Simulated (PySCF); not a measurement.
**C6H14N2Si, a complex of two parts: electronic excitations**

Aim: the electronic excitations of `C[SiH](C)C` with `c1cn[nH]c1`.

Programs: PySCF 2.14.0. All values are calculated, for the isolated system unless a continuum is named. Atoms count from 0, parts from 1.

### Step 1. Starting point

23 atoms, charge 0, multiplicity 1; geometry: GFN2-xTB, MD frame. Parts: 1 = atoms 0–13, `C[SiH](C)C`, charge 0; 2 = atoms 14–22, `c1cn[nH]c1`, charge 0.

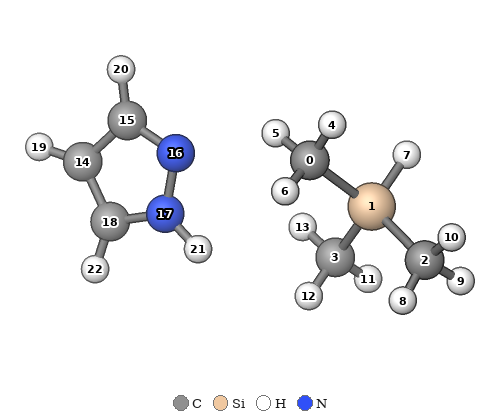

The starting geometry (carbon grey, silicon light orange, hydrogen white, nitrogen blue), atoms numbered.

### Step 2. Excited states and response: 250 fs

What the job is given:

```
{"job": {"kind": "uv", "xc": "CAM-B3LYP", "basis": "def2-SVP", "nstates": 4, "ntriplets": 0}, "charge": 0, "multiplicity": 1, "parts": [{"atoms": "0-13", "charge": 0, "multiplicity": 1}, {"atoms": "14-22", "charge": 0, "multiplicity": 1}]}
C     -0.935190    -0.417081    -1.360179
Si     0.876852    -0.763929    -1.865233
C      1.372049     0.092959    -3.494988
C      2.142947    -0.275570    -0.529273
H     -1.606671    -0.909460    -2.015002
H     -1.212845    -0.808044    -0.377529
H     -1.167582     0.637064    -1.431460
H      0.888955    -2.224933    -1.952451
H      1.475525     1.133205    -3.457935
H      2.400457    -0.242950    -3.726612
H      0.787786    -0.142370    -4.374507
H      3.173268    -0.589328    -0.688876
H      2.163061     0.794675    -0.432369
H      1.806144    -0.711746     0.406513
C     -1.041129     0.401911     4.113937
C     -1.620784    -0.373245     3.080686
N     -1.062915    -0.092484     1.927056
N     -0.092239     0.787310     2.203272
C     -0.046382     1.129027     3.485496
H     -1.313798     0.356255     5.144206
H     -2.457996    -1.053701     3.202938
H      0.507936     1.156782     1.435245
H      0.627784     1.904225     3.788019
```

With the program's defaults for keys left out, this is: TDDFT CAM-B3LYP/def2-SVP, vertical, gas phase, core orbitals frozen in the response.

Run with:

```sh
$ OMP_NUM_THREADS=1 python cluster_run.py task.json out
```

One launch serves the whole session: the jobs run in the order shown.

What it wrote:

```text
coarse grid: 18944 points
cycle   1  E = -635.3407367083  dE =  1.160e+00  |g| = 5.141e-01  |ddm| = 4.756e+00
cycle   2  E = -635.3568443965  dE = -1.611e-02  |g| = 4.900e-01  |ddm| = 1.003e+00
cycle   3  E = -635.4117401424  dE = -5.490e-02  |g| = 8.989e-02  |ddm| = 4.778e-01
cycle   4  E = -635.4132340989  dE = -1.494e-03  |g| = 3.949e-02  |ddm| = 1.014e-01
cycle   5  E = -635.4135961986  dE = -3.621e-04  |g| = 4.378e-03  |ddm| = 4.358e-02
cycle   6  E = -635.4136025562  dE = -6.358e-06  |g| = 1.647e-03  |ddm| = 8.260e-03
final grid: 176368 points
cycle   7  E = -635.5119963773  dE = -4.276e-05  |g| = 4.503e-03  |ddm| = 2.120e-02
cycle   8  E = -635.5119971892  dE = -8.119e-07  |g| = 4.428e-03  |ddm| = 8.089e-03
cycle   9  E = -635.5120016760  dE = -4.487e-06  |g| = 5.571e-04  |ddm| = 3.762e-03
cycle  10  E = -635.5120017427  dE = -6.678e-08  |g| = 2.822e-04  |ddm| = 7.008e-04
cycle  11  E = -635.5120017618  dE = -1.911e-08  |g| = 5.059e-05  |ddm| = 2.857e-04
cycle  12  E = -635.5120017627  dE = -8.172e-10  |g| = 2.295e-05  |ddm| = 7.609e-05
converged SCF energy = -635.5120017627

Static polarisability (au): isotropic 96.775, principal 73.527 100.854 115.944

Singlet excitations
state   eV       nm        f      main configurations
  1   6.9343    178.8   0.02820   H-2->L 0.34, H->L 0.33, H-3->L 0.19
  2   7.0527    175.8   0.04848   H->L 0.38, H-2->L 0.22, H-1->L 0.17
  3   7.4440    166.6   0.00211   H->L+1 0.75
  4   7.5042    165.2   0.06718   H-1->L 0.50, H->L+3 0.18, H->L 0.17

== part 1 alone, relaxed ==
coarse grid: 11088 points
cycle   1  E = -409.5003876874  dE = -3.139e-03  |g| = 3.768e-01  |ddm| = 3.318e+00
cycle   2  E = -409.5135367861  dE = -1.315e-02  |g| = 3.092e-01  |ddm| = 6.266e-01
cycle   3  E = -409.5384187725  dE = -2.488e-02  |g| = 1.594e-02  |ddm| = 2.785e-01
cycle   4  E = -409.5385131450  dE = -9.437e-05  |g| = 3.783e-03  |ddm| = 3.290e-02
cycle   5  E = -409.5385175034  dE = -4.358e-06  |g| = 5.785e-04  |ddm| = 6.032e-03
final grid: 99272 points
cycle   6  E = -409.6003317229  dE = -2.031e-05  |g| = 3.279e-03  |ddm| = 1.424e-02
cycle   7  E = -409.6003324833  dE = -7.604e-07  |g| = 2.886e-03  |ddm| = 5.797e-03
cycle   8  E = -409.6003346335  dE = -2.150e-06  |g| = 8.268e-05  |ddm| = 2.549e-03
cycle   9  E = -409.6003346357  dE = -2.221e-09  |g| = 4.262e-05  |ddm| = 1.843e-04
cycle  10  E = -409.6003346363  dE = -5.873e-10  |g| = 3.597e-06  |ddm| = 6.276e-05
converged SCF energy = -409.6003346363

Static polarisability (au): isotropic 56.157, principal 52.239 58.108 58.125

Singlet excitations
state   eV       nm        f      main configurations
  1   9.1262    135.9   0.13610   H->L 0.86
  2   9.1278    135.8   0.13663   H-1->L 0.86
  3   9.4590    131.1   0.00000   H-1->L+1 0.41, H->L+2 0.41
  4   9.5666    129.6   0.02838   H-2->L 0.43, H->L+1 0.26, H-1->L+2 0.24

== part 2 alone, relaxed ==
coarse grid: 7864 points
cycle   1  E = -225.8511936509  dE =  1.136e+00  |g| = 3.438e-01  |ddm| = 3.386e+00
cycle   2  E = -225.8525655753  dE = -1.372e-03  |g| = 3.810e-01  |ddm| = 7.539e-01
cycle   3  E = -225.8838066079  dE = -3.124e-02  |g| = 5.321e-02  |ddm| = 3.632e-01
cycle   4  E = -225.8843981628  dE = -5.916e-04  |g| = 1.953e-02  |ddm| = 6.513e-02
cycle   5  E = -225.8844902958  dE = -9.213e-05  |g| = 4.633e-03  |ddm| = 2.440e-02
cycle   6  E = -225.8844965176  dE = -6.222e-06  |g| = 1.433e-03  |ddm| = 7.235e-03
final grid: 77096 points
cycle   7  E = -225.9211435579  dE = -1.990e-05  |g| = 2.883e-03  |ddm| = 1.487e-02
cycle   8  E = -225.9211436911  dE = -1.331e-07  |g| = 3.055e-03  |ddm| = 5.100e-03
cycle   9  E = -225.9211456778  dE = -1.987e-06  |g| = 4.065e-04  |ddm| = 2.487e-03
cycle  10  E = -225.9211457171  dE = -3.936e-08  |g| = 2.053e-04  |ddm| = 5.294e-04
cycle  11  E = -225.9211457277  dE = -1.057e-08  |g| = 4.332e-05  |ddm| = 2.181e-04
cycle  12  E = -225.9211457282  dE = -5.526e-10  |g| = 1.970e-05  |ddm| = 6.130e-05
converged SCF energy = -225.9211457282

Static polarisability (au): isotropic 37.777, principal 21.155 43.424 48.751

Singlet excitations
state   eV       nm        f      main configurations
  1   6.9835    177.5   0.00763   H-2->L 0.94
  2   7.1391    173.7   0.07301   H-1->L 0.43, H->L 0.41, H->L+2 0.11
  3   7.4210    167.1   0.07235   H->L 0.51, H-1->L 0.34, H->L+2 0.10
  4   7.7030    161.0   0.00037   H->L+1 0.97
```

It took 26 s on 1 thread of AMD EPYC 9R05, shared host; peak memory 1.1 GiB.

Frontier orbitals and where they lie:

```tsv
orbital	eV	atoms
HOMO−3	-9.65	N16 27 %, C0 23 %, Si1 18 %
HOMO−2	-9.31	N16 38 %, C0 18 %, Si1 11 %
HOMO−1	-8.92	C15 39 %, N17 26 %, N16 16 %
HOMO	-8.40	C14 40 %, C18 27 %, N16 23 %
LUMO	1.89	C18 32 %, N16 24 %, N17 21 %
LUMO+1	2.02	H21 33 %, H12 16 %, N17 9 %
LUMO+2	3.01	H9 16 %, C2 14 %, H10 14 %
```

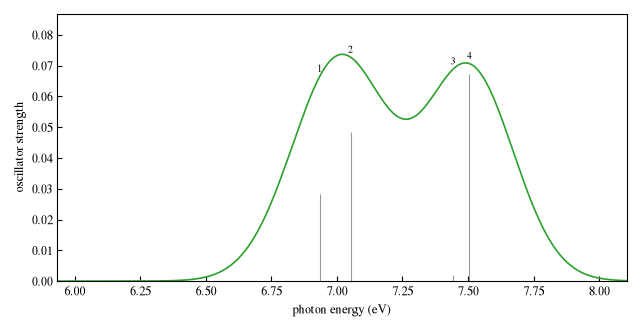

Absorption spectrum from the 4 singlet states computed; above the last one it falls off for lack of states. Lines are broadened to a width of 0.40 eV (Gaussian).

Further results of this job:

```tsv
property	computed
dipole moment (D)	2.57
polarisability (Å³)	14.34
HOMO–LUMO gap (eV)	10.29
−ε(HOMO) (eV)	8.40
```

### Step 3. Ultraviolet spectrum: 400 fs

What the job is given:

```
{"job": {"kind": "uv", "xc": "CAM-B3LYP", "basis": "def2-SVP", "nstates": 4, "ntriplets": 0}, "charge": 0, "multiplicity": 1, "parts": [{"atoms": "0-13", "charge": 0, "multiplicity": 1}, {"atoms": "14-22", "charge": 0, "multiplicity": 1}]}
C     -0.658927    -0.204297    -1.473901
Si     1.163462    -0.533185    -1.887892
C      1.575308     0.253280    -3.560032
C      2.375722     0.121571    -0.528932
H     -1.392999    -0.820451    -2.028356
H     -0.825619    -0.299906    -0.437580
H     -0.924410     0.824550    -1.702109
H      1.348675    -2.001659    -1.962177
H      1.585078     1.368704    -3.508066
H      2.564309     0.028274    -3.936882
H      0.902564    -0.037199    -4.359086
H      3.370969     0.066018    -1.006753
H      2.160550     1.193344    -0.321202
H      2.387165    -0.342025     0.444941
C     -0.994670     0.356076     4.146130
C     -1.753554    -0.359975     3.215100
N     -1.422666    -0.053441     1.995359
N     -0.419195     0.827376     2.109437
C     -0.115483     1.102939     3.406266
H     -0.944884     0.249333     5.216648
H     -2.519724    -1.075003     3.423703
H     -0.028368     1.280068     1.316306
H      0.607821     1.842232     3.708686
```

Level: TDDFT CAM-B3LYP/def2-SVP, vertical, gas phase, core orbitals frozen in the response.

What it wrote:

```text
coarse grid: 18944 points
cycle   1  E = -635.3478365177  dE =  1.122e+00  |g| = 4.997e-01  |ddm| = 4.743e+00
cycle   2  E = -635.3626459429  dE = -1.481e-02  |g| = 4.778e-01  |ddm| = 9.796e-01
cycle   3  E = -635.4151784818  dE = -5.253e-02  |g| = 8.761e-02  |ddm| = 4.705e-01
cycle   4  E = -635.4166033676  dE = -1.425e-03  |g| = 3.899e-02  |ddm| = 1.008e-01
cycle   5  E = -635.4169574753  dE = -3.541e-04  |g| = 4.197e-03  |ddm| = 4.254e-02
cycle   6  E = -635.4169634158  dE = -5.941e-06  |g| = 1.450e-03  |ddm| = 7.896e-03
final grid: 176368 points
cycle   7  E = -635.5154074908  dE = -4.023e-05  |g| = 4.244e-03  |ddm| = 1.998e-02
cycle   8  E = -635.5154083576  dE = -8.668e-07  |g| = 4.082e-03  |ddm| = 7.533e-03
cycle   9  E = -635.5154121699  dE = -3.812e-06  |g| = 5.074e-04  |ddm| = 3.423e-03
cycle  10  E = -635.5154122215  dE = -5.163e-08  |g| = 2.716e-04  |ddm| = 6.396e-04
cycle  11  E = -635.5154122386  dE = -1.711e-08  |g| = 4.850e-05  |ddm| = 2.590e-04
cycle  12  E = -635.5154122393  dE = -6.496e-10  |g| = 2.014e-05  |ddm| = 6.408e-05
converged SCF energy = -635.5154122393

Static polarisability (au): isotropic 96.686, principal 74.677 101.368 114.013

Singlet excitations
state   eV       nm        f      main configurations
  1   6.9818    177.6   0.03579   H-2->L 0.42, H-1->L 0.23, H->L 0.15
  2   7.0751    175.2   0.05235   H->L 0.49, H-2->L 0.26
  3   7.4339    166.8   0.07743   H-1->L 0.50, H->L 0.28
  4   7.6865    161.3   0.00066   H->L+1 0.80, H->L+2 0.09
```

It took 21 s on 1 thread of AMD EPYC 9R05, shared host; peak memory 1.1 GiB.

In short: HOMO -8.52 eV, LUMO 1.77 eV; lowest singlet 6.98 eV.

### Step 4. TDDFT and polarisability: 550 fs

What the job is given:

```
{"job": {"kind": "uv", "xc": "CAM-B3LYP", "basis": "def2-SVP", "nstates": 4, "ntriplets": 0}, "charge": 0, "multiplicity": 1, "parts": [{"atoms": "0-13", "charge": 0, "multiplicity": 1}, {"atoms": "14-22", "charge": 0, "multiplicity": 1}]}
C     -0.712048    -0.204373    -1.550468
Si     1.130124    -0.391610    -2.058998
C      1.431761     0.535719    -3.673438
C      2.150786     0.267396    -0.588989
H     -1.385176    -0.452558    -2.362926
H     -0.966497    -0.793106    -0.687671
H     -0.989520     0.842485    -1.356891
H      1.461754    -1.814437    -2.069528
H      0.971846     1.520739    -3.635145
H      2.514505     0.671408    -3.847007
H      0.996804     0.010412    -4.563140
H      3.224514     0.325120    -0.824427
H      1.913787     1.281721    -0.305519
H      2.041814    -0.400217     0.246148
C     -0.911300     0.358787     3.943036
C     -1.792470    -0.347027     3.112591
N     -1.449129    -0.266153     1.849268
N     -0.391484     0.603769     1.836016
C     -0.010093     0.933773     3.073996
H     -0.877803     0.386655     5.014759
H     -2.592710    -0.977266     3.383793
H      0.040656     0.743974     0.933661
H      0.889437     1.545524     3.269099
```

Level: TDDFT CAM-B3LYP/def2-SVP, vertical, gas phase, core orbitals frozen in the response.

What it wrote:

```text
coarse grid: 18944 points
cycle   1  E = -635.3482706873  dE =  1.089e+00  |g| = 5.001e-01  |ddm| = 4.736e+00
cycle   2  E = -635.3608999462  dE = -1.263e-02  |g| = 4.876e-01  |ddm| = 9.779e-01
cycle   3  E = -635.4153700800  dE = -5.447e-02  |g| = 9.242e-02  |ddm| = 4.795e-01
cycle   4  E = -635.4169617779  dE = -1.592e-03  |g| = 4.001e-02  |ddm| = 1.029e-01
cycle   5  E = -635.4173321705  dE = -3.704e-04  |g| = 4.556e-03  |ddm| = 4.398e-02
cycle   6  E = -635.4173384017  dE = -6.231e-06  |g| = 2.341e-03  |ddm| = 8.257e-03
final grid: 176368 points
cycle   7  E = -635.5162574262  dE = -4.365e-05  |g| = 4.722e-03  |ddm| = 2.353e-02
cycle   8  E = -635.5162577475  dE = -3.213e-07  |g| = 4.859e-03  |ddm| = 8.465e-03
cycle   9  E = -635.5162631365  dE = -5.389e-06  |g| = 7.776e-04  |ddm| = 4.232e-03
cycle  10  E = -635.5162632623  dE = -1.258e-07  |g| = 2.356e-04  |ddm| = 8.504e-04
cycle  11  E = -635.5162632774  dE = -1.501e-08  |g| = 5.955e-05  |ddm| = 3.002e-04
cycle  12  E = -635.5162632783  dE = -9.695e-10  |g| = 1.683e-05  |ddm| = 6.950e-05
converged SCF energy = -635.5162632783

Static polarisability (au): isotropic 97.098, principal 73.387 99.980 117.928

Singlet excitations
state   eV       nm        f      main configurations
  1   6.8019    182.3   0.05561   H->L 0.60, H-2->L 0.24
  2   7.0807    175.1   0.03477   H-2->L 0.51, H-1->L 0.17, H->L 0.15
  3   7.4188    167.1   0.05702   H-1->L 0.55, H->L 0.18, H->L+5 0.09
  4   7.8003    158.9   0.00044   H->L+1 0.60, H->L+2 0.14
```

Run time: 22 s. Hardware: 1 thread of AMD EPYC 9R05, shared host; peak memory 1.1 GiB.

In short: HOMO -8.28 eV, LUMO 1.86 eV; lowest singlet 6.80 eV.

(Part 1 of 2 ends here.)
